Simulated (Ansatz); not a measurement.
# TaC5: a trial structure relaxed, part 2 of 3

Where does this trial cell of TaC5 go when cell and atoms are let free?

Ansatz 0.2.0; DFT PBE, scalar-relativistic, plane waves, PAW. Earlier steps stand in the parts before.

## 3. Coarse relaxation

input.yaml reads:

```yaml
crystal:
  lattice:
    - [-2.38645492, 2.38645492, 4.28497478]
    - [2.38645492, -2.38645492, 4.28497478]
    - [2.38645492, 2.38645492, -4.28497478]
  atoms:
    - { symbol: Ta, position: [0.5, 0.5, 0.0] }
    - { symbol: C, position: [0.62568382, 0.12568382, 0.5] }
    - { symbol: C, position: [0.12568382, 0.62568382, 0.5] }
    - { symbol: C, position: [0.37431618, 0.87431618, 0.5] }
    - { symbol: C, position: [0.87431618, 0.37431618, 0.5] }
    - { symbol: C, position: [0.0, 0.0, 0.0] }
basis:
  ecutwfc: 420
kpoints:
  mp_grid: { grid: [6, 6, 6] }
hamiltonian:
  xc: pbe
scf:
  occupations: { method: gaussian, width: 0.1 }
  lower_state_search: "off"
output:
  forces: true
  stress: true
  eigenvalues: true
relax:
  adjacent_minimum: "off"
  f_tol: 0.04
  max_steps: 70
  cell: { stress_tol: 0.4 }
```

Launch:

```sh
$ ansatz run input.yaml --threads 1 --pin off --max-ram 2560MiB --backend cpu --events-out ev --progress --plain --runs-dir out
```

Standard output:

```text
Warning: RAYON_NUM_THREADS=1 ignored (pool sized by the plan → 1); use --threads N
Engine: ansatz 0.2.0, x86_64-unknown-linux-gnu
Pseudopotentials: kind: paw
Pseudopotential: Ta, paw, valence charge 13, recommended cutoff 420 eV (normal), Ta.paw.azcp
Pseudopotential: C, paw, valence charge 4, recommended cutoff 420 eV (normal), C.paw.azcp
Functional definition: PBE
  parameter kappa = 0.804
  parameter beta = 0.06672455060314922
  exchange = pbe_x(kappa = kappa, mu = beta*pi^2/3)
  correlation = pbe_c(beta = beta)
Crystal: 6 atoms, lattice volume = 97.615 Å³
Basis set: ecut = 420 eV, 1903 PW (Γ), exchange–correlation on 80×80×80 points (8 copies of the dense FFT grid, shifted against one another)
Bands: 23, of which v1, the nominal top of the filled ones, is band 17 counted from 1 (16 counted from 0)
Symmetry: 16 space group operations
Space group: I4/mmm (ITA 139), of the structure as read, at distance tolerance 4.6e-5 Å
k-points: 30 of 216
Non-local potential: Ta, projectors of the file, l = 0: 3, l = 1: 2, l = 2: 2, l = 3: 1
Non-local potential: C, projectors of the file, l = 0: 2, l = 1: 2, l = 2: 1
PAW form: soft (Blöchl's): semilocal exchange-correlation on the pseudo side does not see the compensation charge
PAW one-centre angular grid: Ta, 590 points (default); XC on 64 Gauss nodes
PAW one-centre angular grid: C, 110 points (default); XC on 64 Gauss nodes
Initial density: superposition of atomic densities (neutral atoms: chi_scale 0, normalization atom), corrected by the library's trained network
Initial wavefunctions: pseudopotential atomic-orbital guess
Functional: x = pbe(κ = 0.804, μ = 0.2195149727645171), c = pbe(β = 0.06672455060314922)
SCF iter   1: F=—  HF=-11164.619741 eV  |F-HF|=—  |Δ(HF+E_count)|=         —  Δρ=7.48e-3  dr2=1.19e-1  ethr=1.77e-3  ⟨swp⟩=4.3  Hψ=2963  notcnv=0
preconditioner: auto → Kerker (q_TF=auto, 2.277 Å⁻¹)  [metal: Δε(μ)=0.005 eV  Ē_g=6.168 eV  σ=0.100 eV  W_gap=0.03  n_scr=14 (ndim 8)  ℏωp=18.8 eV  f_vac=0.000  D(μ)=4.81/eV (n_scr^D=36)]
SCF iter   2: F=—  HF=-11164.610000 eV  |F-HF|=—  |Δ(HF+E_count)|=   9.74e-3  Δρ=3.63e-3  dr2=2.56e-2  ethr=3.61e-4  ⟨swp⟩=1.0  Hψ=930  notcnv=0
SCF iter   3: F=—  HF=-11164.608681 eV  |F-HF|=—  |Δ(HF+E_count)|=   1.32e-3  Δρ=7.36e-4  dr2=6.36e-4  ethr=7.75e-5  ⟨swp⟩=2.0  Hψ=757  notcnv=0
SCF iter   4: F=—  HF=-11164.608904 eV  |F-HF|=—  |Δ(HF+E_count)|=   2.22e-4  Δρ=1.78e-4  dr2=6.19e-5  ethr=1.93e-6  ⟨swp⟩=2.7  Hψ=1027  notcnv=0
SCF iter   5: F=—  HF=-11164.608941 eV  |F-HF|=—  |Δ(HF+E_count)|=   3.75e-5  Δρ=5.26e-5  dr2=5.02e-6  ethr=1.88e-7  ⟨swp⟩=2.1  Hψ=972  notcnv=0
SCF iter   6: F=—  HF=-11164.608946 eV  |F-HF|=—  |Δ(HF+E_count)|=   4.68e-6  Δρ=1.37e-5  dr2=2.82e-7  ethr=1.52e-8  ⟨swp⟩=2.0  Hψ=991  notcnv=0
SCF iter   7: F=-11164.608946 eV  HF=-11164.608946 eV  |F-HF|=1.80e-8  |Δ(HF+E_count)|=   2.67e-7  Δρ=3.65e-6  dr2=2.08e-8  ethr=3.03e-10  ⟨swp⟩=7.7  Hψ=2882  notcnv=0
SCF 1 converged in 7 iterations: F = -11164.608946 eV  dr2 = 2.08e-8
relax step   1: F+E_penalty+E_count = -11164.60894608 eV  Δ(F+E_penalty+E_count) = +0.000e0 eV  max|allowed force component| = 9.159e-1 eV/Å  Δτ_max = 0.0000 Å  P = -37.525 GPa  Ω = 97.615 Å³  (7 SCF iters, dr2 threshold 1.00e-7 eV, accepted)
Crystal: 6 atoms, lattice volume = 84.168 Å³
Basis set: ecut = 420 eV, 1677 PW (Γ), exchange–correlation on 80×80×80 points (8 copies of the dense FFT grid, shifted against one another)
Initial density: handed on by an earlier stage of this run
Initial wavefunctions: those handed on with the density
iter 1 solved again at ethr=5.91e-4 eV; its pass at ethr=3.10e-3 eV (dr2=1.95e-1 eV) is discarded
SCF iter   1: F=—  HF=-11167.889905 eV  |F-HF|=—  |Δ(HF+E_count)|=         —  Δρ=1.17e-2  dr2=1.95e-1  ethr=5.91e-4  ⟨swp⟩=1.0  Hψ=4221  notcnv=0
preconditioner: auto → Kerker (q_TF=auto, 2.334 Å⁻¹)  [metal: Δε(μ)=0.046 eV  Ē_g=6.820 eV  σ=0.100 eV  W_gap=0.24  n_scr=14 (ndim 8)  ℏωp=20.2 eV  f_vac=0.000  D(μ)=4.45/eV (n_scr^D=36)]
SCF iter   2: F=—  HF=-11167.865634 eV  |F-HF|=—  |Δ(HF+E_count)|=   2.43e-2  Δρ=6.07e-3  dr2=5.14e-2  ethr=5.91e-4  ⟨swp⟩=1.0  Hψ=691  notcnv=0
SCF iter   3: F=—  HF=-11167.856703 eV  |F-HF|=—  |Δ(HF+E_count)|=   8.93e-3  Δρ=1.28e-3  dr2=1.87e-3  ethr=1.56e-4  ⟨swp⟩=2.2  Hψ=845  notcnv=0
SCF iter   4: F=—  HF=-11167.856973 eV  |F-HF|=—  |Δ(HF+E_count)|=   2.70e-4  Δρ=3.64e-4  dr2=1.96e-4  ethr=5.68e-6  ⟨swp⟩=2.6  Hψ=1068  notcnv=0
SCF iter   5: F=—  HF=-11167.857073 eV  |F-HF|=—  |Δ(HF+E_count)|=   9.97e-5  Δρ=1.21e-4  dr2=2.62e-5  ethr=5.93e-7  ⟨swp⟩=2.2  Hψ=955  notcnv=0
SCF iter   6: F=—  HF=-11167.857088 eV  |F-HF|=—  |Δ(HF+E_count)|=   1.55e-5  Δρ=3.46e-5  dr2=1.10e-6  ethr=7.95e-8  ⟨swp⟩=2.0  Hψ=1014  notcnv=0
SCF iter   7: F=-11167.857089 eV  HF=-11167.857089 eV  |F-HF|=4.63e-8  |Δ(HF+E_count)|=   6.47e-7  Δρ=8.53e-6  dr2=8.04e-8  ethr=1.82e-9  ⟨swp⟩=5.7  Hψ=2937  notcnv=0
SCF 2 converged in 7 iterations: F = -11167.857089 eV  dr2 = 8.04e-8
relax step   2: F+E_penalty+E_count = -11167.85708872 eV  Δ(F+E_penalty+E_count) = -3.248e0 eV  max|allowed force component| = 9.345e-1 eV/Å  Δτ_max = 0.0210 Å  P = -36.920 GPa  Ω = 84.168 Å³  energy of the carried Pulay correction = +1.977e-2 eV  (7 SCF iters, dr2 threshold 6.00e-7 eV, accepted)
Crystal: 6 atoms, lattice volume = 73.460 Å³
Basis set: ecut = 420 eV, 1429 PW (Γ), exchange–correlation on 80×80×80 points (8 copies of the dense FFT grid, shifted against one another)
iter 1 solved again at ethr=6.52e-4 eV; its pass at ethr=3.10e-3 eV (dr2=2.15e-1 eV) is discarded
SCF iter   1: F=—  HF=-11170.407681 eV  |F-HF|=—  |Δ(HF+E_count)|=         —  Δρ=1.29e-2  dr2=2.14e-1  ethr=6.52e-4  ⟨swp⟩=1.0  Hψ=4307  notcnv=0
preconditioner: auto → Kerker (q_TF=auto, 2.388 Å⁻¹)  [metal: Δε(μ)=0.028 eV  Ē_g=7.550 eV  σ=0.100 eV  W_gap=0.16  n_scr=14 (ndim 8)  ℏωp=21.7 eV  f_vac=0.000  D(μ)=4.37/eV (n_scr^D=36)]
SCF iter   2: F=—  HF=-11170.378063 eV  |F-HF|=—  |Δ(HF+E_count)|=   2.96e-2  Δρ=7.01e-3  dr2=6.32e-2  ethr=6.48e-4  ⟨swp⟩=1.0  Hψ=690  notcnv=0
SCF iter   3: F=—  HF=-11170.364409 eV  |F-HF|=—  |Δ(HF+E_count)|=   1.37e-2  Δρ=1.31e-3  dr2=1.82e-3  ethr=1.92e-4  ⟨swp⟩=2.4  Hψ=955  notcnv=0
SCF iter   4: F=—  HF=-11170.364618 eV  |F-HF|=—  |Δ(HF+E_count)|=   2.09e-4  Δρ=3.45e-4  dr2=1.41e-4  ethr=5.52e-6  ⟨swp⟩=2.6  Hψ=1077  notcnv=0  defer=1
SCF iter   5: F=—  HF=-11170.364687 eV  |F-HF|=—  |Δ(HF+E_count)|=   6.89e-5  Δρ=8.93e-5  dr2=1.02e-5  ethr=4.26e-7  ⟨swp⟩=2.0  Hψ=999  notcnv=0  defer=1
SCF iter   6: F=-11170.364691 eV  HF=-11170.364691 eV  |F-HF|=1.35e-7  |Δ(HF+E_count)|=   4.66e-6  Δρ=2.41e-5  dr2=3.53e-7  ethr=1.82e-9  ⟨swp⟩=4.5  Hψ=3550  notcnv=0
the search or the solves at the SCF's close seem to have found levels that the self-consistency loop had missed (the run counts 1). By its estimate they hold under 1e-12 electrons; where the run keeps them, the occupations were computed again with them
SCF 3 converged in 6 iterations: F = -11170.364691 eV  dr2 = 3.53e-7
relax step   3: F+E_penalty+E_count = -11170.36469141 eV  Δ(F+E_penalty+E_count) = -2.508e0 eV  max|allowed force component| = 1.118e0 eV/Å  Δτ_max = 0.0391 Å  P = -30.797 GPa  Ω = 73.460 Å³  energy of the carried Pulay correction = +3.775e-2 eV  (6 SCF iters, dr2 threshold 6.00e-7 eV, accepted)
[... from here on, the SCF cycles and remarks between the steps are left out ...]
relax step   4: F+E_penalty+E_count = -11171.99621204 eV  Δ(F+E_penalty+E_count) = -1.632e0 eV  max|allowed force component| = 1.051e0 eV/Å  Δτ_max = 0.0528 Å  P = -19.830 GPa  Ω = 65.992 Å³  energy of the carried Pulay correction = +5.168e-2 eV  (6 SCF iters, dr2 threshold 6.00e-7 eV, accepted)
relax step   5: F+E_penalty+E_count = -11172.81512541 eV  Δ(F+E_penalty+E_count) = -8.189e-1 eV  max|allowed force component| = 5.734e-1 eV/Å  Δτ_max = 0.0473 Å  P = -6.542 GPa  Ω = 61.303 Å³  energy of the carried Pulay correction = +6.109e-2 eV  (6 SCF iters, dr2 threshold 6.00e-7 eV, accepted)
relax step   6: F+E_penalty+E_count = -11173.47365963 eV  Δ(F+E_penalty+E_count) = -6.585e-1 eV  max|allowed force component| = 1.762e0 eV/Å  Δτ_max = 0.0456 Å  P = -5.657 GPa  Ω = 58.159 Å³  energy of the carried Pulay correction = +6.772e-2 eV  (6 SCF iters, dr2 threshold 6.00e-7 eV, accepted)
relax step   7: F+E_penalty+E_count = -11174.47612471 eV  Δ(F+E_penalty+E_count) = -1.002e0 eV  max|allowed force component| = 1.952e0 eV/Å  Δτ_max = 0.0764 Å  P = -6.395 GPa  Ω = 55.042 Å³  energy of the carried Pulay correction = +7.454e-2 eV  (6 SCF iters, dr2 threshold 6.00e-7 eV, accepted)
relax step   8: F+E_penalty+E_count = -11174.98452260 eV  Δ(F+E_penalty+E_count) = -5.084e-1 eV  max|allowed force component| = 3.503e0 eV/Å  Δτ_max = 0.0940 Å  P = +6.634 GPa  Ω = 51.802 Å³  energy of the carried Pulay correction = +8.193e-2 eV  (6 SCF iters, dr2 threshold 6.00e-7 eV, accepted)
relax step   9: F+E_penalty+E_count = -11175.56123679 eV  Δ(F+E_penalty+E_count) = -5.767e-1 eV  max|allowed force component| = 4.274e-1 eV/Å  Δτ_max = 0.0593 Å  P = +2.309 GPa  Ω = 52.869 Å³  energy of the carried Pulay correction = +7.946e-2 eV  (6 SCF iters, dr2 threshold 6.00e-7 eV, accepted)
relax step  10: F+E_penalty+E_count = -11175.54585671 eV  Δ(F+E_penalty+E_count) = +1.538e-2 eV  max|allowed force component| = 1.755e-1 eV/Å  Δτ_max = 0.0005 Å  P = +10.607 GPa  Ω = 53.557 Å³  energy of the carried Pulay correction = +7.789e-2 eV  (6 SCF iters, dr2 threshold 6.00e-7 eV, rejected (line search))
relax step  11: F+E_penalty+E_count = -11175.61276173 eV  Δ(F+E_penalty+E_count) = -5.152e-2 eV  max|allowed force component| = 1.431e-1 eV/Å  Δτ_max = 0.0048 Å  P = -0.240 GPa  Ω = 53.910 Å³  energy of the carried Pulay correction = +7.709e-2 eV  (7 SCF iters, accepted)
relax step  12: F+E_penalty+E_count = -11175.62996607 eV  Δ(F+E_penalty+E_count) = -1.720e-2 eV  max|allowed force component| = 5.950e-2 eV/Å  Δτ_max = 0.0026 Å  P = +0.586 GPa  Ω = 54.422 Å³  energy of the carried Pulay correction = +7.593e-2 eV  (6 SCF iters, dr2 threshold 6.00e-7 eV, accepted)
relax step  13: F+E_penalty+E_count = -11175.62974006 eV  Δ(F+E_penalty+E_count) = +2.260e-4 eV  max|allowed force component| = 6.482e-3 eV/Å  Δτ_max = 0.0005 Å  P = -0.277 GPa  Ω = 54.697 Å³  energy of the carried Pulay correction = +7.532e-2 eV  (6 SCF iters, dr2 threshold 6.00e-7 eV, accepted)
relax step  14: F+E_penalty+E_count = -11175.62991980 eV  Δ(F+E_penalty+E_count) = -1.797e-4 eV  max|allowed force component| = 1.743e-3 eV/Å  Δτ_max = 0.0001 Å  P = -0.016 GPa  Ω = 54.639 Å³  energy of the carried Pulay correction = +7.545e-2 eV  (6 SCF iters, dr2 threshold 4.89e-7 eV, accepted)
Basis set: ecut = 420 eV, 1057 PW (Γ), exchange–correlation on 60×60×60 points (8 copies of the dense FFT grid, shifted against one another)
Initial wavefunctions: pseudopotential atomic-orbital guess (no wavefunctions were taken with the density)
iter 1 solved again at ethr=2.95e-7 eV; its pass at ethr=3.10e-3 eV (dr2=9.73e-5 eV) is discarded
SCF iter   1: F=—  HF=-11175.613659 eV  |F-HF|=—  |Δ(HF+E_count)|=         —  Δρ=8.16e-4  dr2=4.57e-5  ethr=2.95e-7  ⟨swp⟩=3.0  Hψ=4867  notcnv=0
preconditioner: auto → Kerker (q_TF=auto, 2.508 Å⁻¹)  [metal: Δε(μ)=0.016 eV  Ē_g=10.620 eV  σ=0.100 eV  W_gap=0.09  n_scr=14 (ndim 8)  ℏωp=25.1 eV  f_vac=0.000  D(μ)=2.95/eV (n_scr^D=26)]
SCF iter   2: F=—  HF=-11175.613749 eV  |F-HF|=—  |Δ(HF+E_count)|=   8.96e-5  Δρ=4.33e-4  dr2=1.19e-5  ethr=1.38e-7  ⟨swp⟩=1.0  Hψ=690  notcnv=0
SCF iter   3: F=—  HF=-11175.613786 eV  |F-HF|=—  |Δ(HF+E_count)|=   3.76e-5  Δρ=1.89e-5  dr2=9.14e-8  ethr=3.59e-8  ⟨swp⟩=2.0  Hψ=1059  notcnv=0
SCF iter   4: F=—  HF=-11175.613786 eV  |F-HF|=—  |Δ(HF+E_count)|=   7.70e-7  Δρ=1.15e-6  dr2=2.28e-10  ethr=2.77e-10  ⟨swp⟩=2.0  Hψ=947  notcnv=0
iter 5 did not close the SCF: its close was put off for the readings that it lacked (scf_convergence_deferred on its scf_iter line)
SCF iter   5: F=-11175.613786 eV  HF=-11175.613786 eV  |F-HF|=1.82e-12  |Δ(HF+E_count)|=  3.55e-10  Δρ=3.10e-7  dr2=2.36e-11  ethr=1.00e-12  ⟨swp⟩=2.1  Hψ=1163  notcnv=0
SCF iter   6: F=-11175.613786 eV  HF=-11175.613786 eV  |F-HF|=3.64e-12  |Δ(HF+E_count)|=  3.64e-12  Δρ=4.20e-8  dr2=8.04e-13  ethr=1.00e-12  ⟨swp⟩=2.0  Hψ=1813  notcnv=0
SCF 15 converged in 6 iterations: F = -11175.613786 eV  dr2 = 8.04e-13
relax step  15: F+E_penalty+E_count = -11175.61378569 eV  Δ(F+E_penalty+E_count) = +1.613e-2 eV  max|allowed force component| = 1.901e-3 eV/Å  Δτ_max = 0.0000 Å  P = -0.308 GPa  Ω = 54.639 Å³  stress off target by 3.13e-1 GPa  SCF on the basis re-selected at this cell (its energy is not comparable with the rows above)  (6 SCF iters)
basis re-selected at this cell: Δ(F+E_penalty+E_count) = +1.613e-2 eV, ΔP = -0.292 GPa vs the last step (what re-selecting the basis moved, of the pressure what is left beyond the Pulay correction that the steps carried, after the strain that the cell walked since its last selection, with what the two solves' SCF thresholds leave and, on support functions, any second-order correction that the steps lacked; it is no measure of the basis error at this ecutwfc). The dense FFT grid was sized anew with the basis: this SCF ran on 30×30×30 points, the steps before it on 40×40×40, so part of this shift can come from that change (see relax.cell in the input reference). This SCF's stress stands 3.13e-1 GPa from its target on what of the cell is left free (relax.cell.stress_tol is 4.00e-1 GPa) and its largest allowed force component is 1.90e-3 eV/Å (relax.f_tol is 4.00e-2 eV/Å): within both
SCF converged after 6 iterations
Free energy (F): -11175.613786 eV
Harris-Foulkes:  -11175.613786 eV  (|F-HF|=3.64e-12)
Internal energy: -11175.599015 eV  (E = F + TS)
E sigma→0 (E₀):  -11175.606400 eV
Entropy (-TS):   -0.014771 eV (-2.462 meV/atom)
Fermi energy:    13.870976 eV
--- Per-component energies (eV) ---
  E_band       = -108.792890
  E_kinetic    = 808.072718
  E_local      = -1086.082409  (includes V_loc(G=0)·N_el)
  E_nonlocal   = 151.437105
  E_hartree    = 329.484600
  E_xc         = -454.764420
  E_vxc        = -496.646488  (∫ρ·V_xc dr)
  E_paw        = -8891.350686  (= ΣΔE_a)
  E_vpaw       = -144.543165  (= ΣTr[D̂ρ^β])
  E_aug_tail   = 0.000161  (compensation charges beyond the density's cutoff)
  E_ewald      = -2032.396084
  E_smearing   = -0.014771  (= −TS)
  E_closure    = 0.000000  (closes the sum)
  Σ components = -11175.613786   (vs F -11175.613786, Δ=0.00e0)
--- Forces (eV/Å), atoms counted from 1 ---
  atom   1  Ta    -0.00000000     0.00000000    -0.00000000
  atom   2  C      0.00000000     0.00000000     0.00190055
  atom   3  C      0.00000000     0.00000000     0.00190055
  atom   4  C     -0.00000000     0.00000000    -0.00190055
  atom   5  C     -0.00000000     0.00000000    -0.00190055
  atom   6  C      0.00000000    -0.00000000    -0.00000000
  max |Σ_I F_I| component: 3.47e-18 eV/Å
--- Stress (GPa, compression-positive) ---
       -0.305737      -0.000000      -0.000000
       -0.000000      -0.305737      -0.000000
       -0.000000      -0.000000      -0.313056
  P = ⅓ Tr σ = -0.3082 GPa (-3.082 kbar)
--- Band table (eV; the first three rows and the last of 30) ---
  k-point 0: bands = ["-55.2853", "-21.9498", "-21.9498", "-21.5729", "-5.8433", "-2.1289", "-1.2468", "2.6480", "4.9284", "6.5045", "6.5045", "7.9743", "7.9743", "8.7813", "8.7813", "12.0262", "12.1482", "15.4501", "15.5172", "17.0762", "17.2302", "17.2735", "17.2735"]
  k-point 1: bands = ["-55.2852", "-21.9604", "-21.9525", "-21.5762", "-5.5922", "-2.0899", "-1.3885", "2.6934", "3.6515", "6.4959", "6.8528", "8.0186", "8.6258", "8.6760", "8.6963", "12.4383", "13.1997", "15.3749", "15.7206", "16.2962", "16.4798", "16.7271", "17.1760"]
  k-point 2: bands = ["-55.2849", "-21.9813", "-21.9580", "-21.5828", "-5.0078", "-1.9992", "-1.6465", "2.0395", "2.7950", "6.0160", "6.0582", "8.1598", "9.4752", "9.7988", "10.3204", "13.2219", "14.5128", "14.5781", "14.5907", "15.0731", "15.4592", "15.5871", "18.8518"]
  k-point 29: bands = ["-55.2845", "-21.9667", "-21.9667", "-21.6023", "-4.6486", "-3.0278", "-1.9623", "2.8677", "4.4639", "4.4639", "4.7050", "10.3550", "10.3550", "10.8466", "10.8466", "12.2837", "13.5211", "15.6907", "16.0383", "16.0383", "16.0427", "16.8805", "16.9161"]
--- Relaxed structure (14 steps of the walk, 13 accepted, 1 SCFs on fresh bases) ---
  F+E_penalty+E_count = -11175.61378569 eV   max|allowed force component| = 1.901e-3 eV/Å   (the final SCF, on the basis selected at the relaxed cell)
  cell:  # Å, volume = 54.6390 Å³
    - [-2.2589063304460826, 2.2589063304460826, 2.676987292996626]
    - [2.2589063304460826, -2.2589063304460826, 2.676987292996626]
    - [2.2589063304460826, 2.2589063304460826, -2.676987292996626]
  atoms:
    - { symbol: Ta, position: [0.5000000000000001, 0.5000000000000001, -3.5505305581706905e-34] }
    - { symbol: C, position: [0.625592984980494, 0.12559298498049382, 0.5000000000000001] }
    - { symbol: C, position: [0.12559298498049382, 0.625592984980494, 0.5000000000000001] }
    - { symbol: C, position: [0.37440701501950624, 0.874407015019506, 0.49999999999999994] }
    - { symbol: C, position: [0.874407015019506, 0.37440701501950624, 0.49999999999999994] }
    - { symbol: C, position: [5.566531664553017e-19, 5.566531664553023e-19, 5.8296557895390454e-34] }
```

Run time: 3.8 min. Hardware: 1 thread of Intel Xeon at 2.50GHz (Skylake/Cascade Lake), shared host; peak memory 0.43 GiB.

Relaxation path:

```
step  E - E(step 1) (eV/cell)  largest force component (eV/Å)  pressure (GPa)  volume (Å³)
   1                   0.0000                          0.9159          -37.52        97.61
   2                  -3.2481                          0.9345          -36.92        84.17
   3                  -5.7557                          1.1176          -30.80        73.46
   4                  -7.3873                          1.0514          -19.83        65.99
   5                  -8.2062                          0.5734           -6.54        61.30
   6                  -8.8647                          1.7616           -5.66        58.16
   7                  -9.8672                          1.9522           -6.39        55.04
   8                 -10.3756                          3.5031            6.63        51.80
   9                 -10.9523                          0.4274            2.31        52.87
  10                 -10.9369                          0.1755           10.61        53.56
  11                 -11.0038                          0.1431           -0.24        53.91
  12                 -11.0210                          0.0595            0.59        54.42
  13                 -11.0208                          0.0065           -0.28        54.70
  14                 -11.0210                          0.0017           -0.02        54.64
  15                 -11.0048                          0.0019           -0.31        54.64
```

Step 1 is the start. Step 15 repeats the geometry before it on a plane-wave basis chosen anew for that cell, so its energy need not be comparable with the rows above. Step 10 was tried and not accepted.

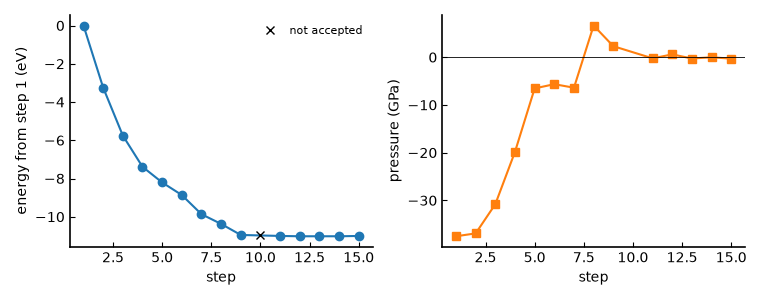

Energy and pressure along the relaxation.

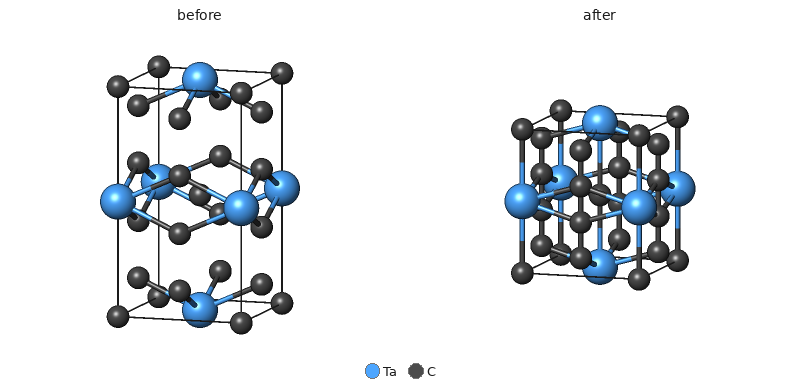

The structure before (left) and after (right) the relaxation, drawn at the same scale.

Lengths and angles in the start's conventional setting:

|  | before | after | change |
| --- | --- | --- | --- |
| a (Å) | 4.773 | 4.518 | -5.3 % |
| b (Å) | 4.773 | 4.518 | -5.3 % |
| c (Å) | 8.570 | 5.354 | -37.5 % |
| volume (Å³/atom) | 16.27 | 9.11 | -44.0 % |
| shortest distance (Å) | 2.131 | 1.332 | -37.5 % |
| space group (0.01 Å) | I4/mmm | I4/mmm | same |

The run keeps the 16 symmetry operations of the start, so it could not have lowered the symmetry.

(Continued in part 3 of 3.)
